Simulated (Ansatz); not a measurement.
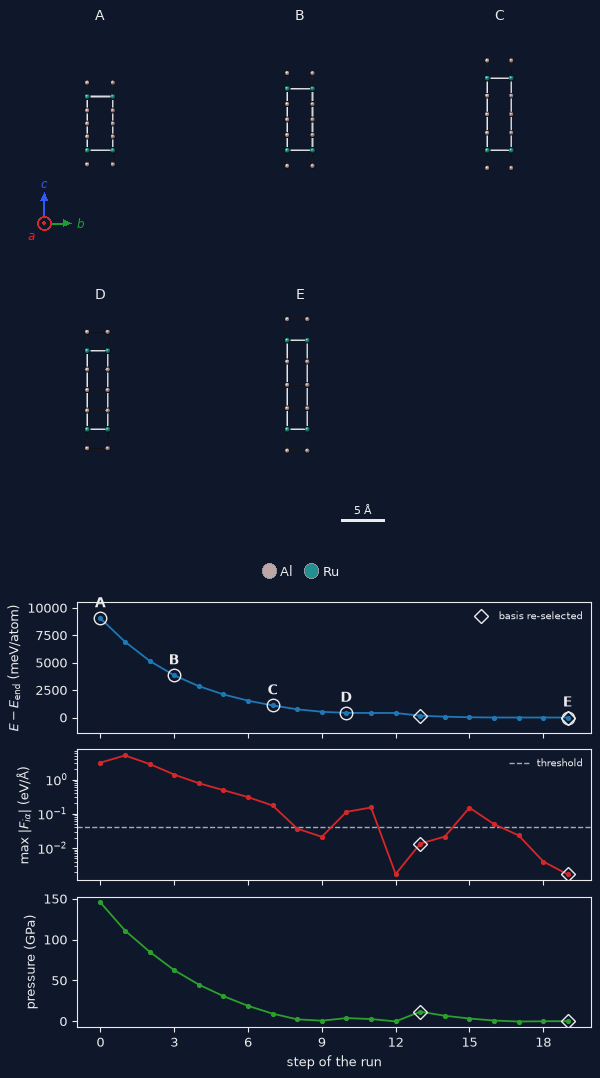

Frames of a relaxation of solid Al3Ru (a generated structure, set up in P6/mmm) (coarse preliminary run), marked on the history of the run. The picture is a ball-and-stick view of the cell of the calculation, seen along the a axis.

All numbers below come from Ansatz, DFT PBE, scalar-relativistic, plane waves, PAW.

Input
```yaml
crystal:
  lattice:
    - [3.48206201, 0.0, 0.0]
    - [-1.741031, 3.01555416, 0.0]
    - [0.0, 0.0, 6.34096135]
  atoms:
    - { symbol: Al, position: [0.0, 0.0, 0.25799534] }
    - { symbol: Al, position: [0.0, 0.0, 0.74200466] }
    - { symbol: Al, position: [0.0, 0.0, 0.5] }
    - { symbol: Ru, position: [0.0, 0.0, 0.0] }
basis:
  ecutwfc: 420
kpoints:
  mp_grid: { grid: [6, 6, 4] }
hamiltonian:
  xc: pbe
scf:
  occupations: { method: gaussian, width: 0.1 }
  lower_state_search: "off"
output:
  forces: true
  stress: true
  eigenvalues: true
relax:
  adjacent_minimum: "off"
  f_tol: 0.04
  max_steps: 70
  cell: { stress_tol: 0.4 }
```

Launched with:
```bash
ansatz run input.yaml --threads 1 --pin off --max-ram 2560MiB --backend cpu --events-out ev --progress --plain --runs-dir out
```

> What happens along the run?

After 17 accepted moves (19 points after the start) the energy has fallen by 9048 meV per atom. The largest force component goes from 3.1 to 0.0017 eV/Å. The pressure goes from 145.48 to 0.17 GPa. At 2 points the geometry stayed and the basis and grid were re-selected for the new cell (energy shift of 251 meV per atom at most each time). The largest moves relative to the cell, 0.21 Å, are those of Al1 and Al2. Al2 goes along +c. Ru stays in place. Cell: a = b 3.482 → 2.738 Å (−21.4 %), c 6.341 → 10.481 Å (+65.3 %). Volume +2.2 %. Among the contacts that change: Al1–Al3 1.535 → 2.742 Å, Al1–Ru4 1.636 → 2.498 Å, Ru4–Ru4 3.482 → 2.738 Å, Al1–Al1 3.482 → 2.738 Å. The space group stays P6/mmm (No. 191). From step 0 to 3: Al atoms move most (0.05 Å), volume +12.4 %, energy −5204 meV per atom. From step 3 to 7: Al atoms move most (0.06 Å), volume +5.5 %, energy −2740 meV per atom. From step 7 to 10: Al atoms move most (0.03 Å), volume −20.4 %, energy −680 meV per atom. From step 10 to 19: volume +8.4 %, energy −424 meV per atom.
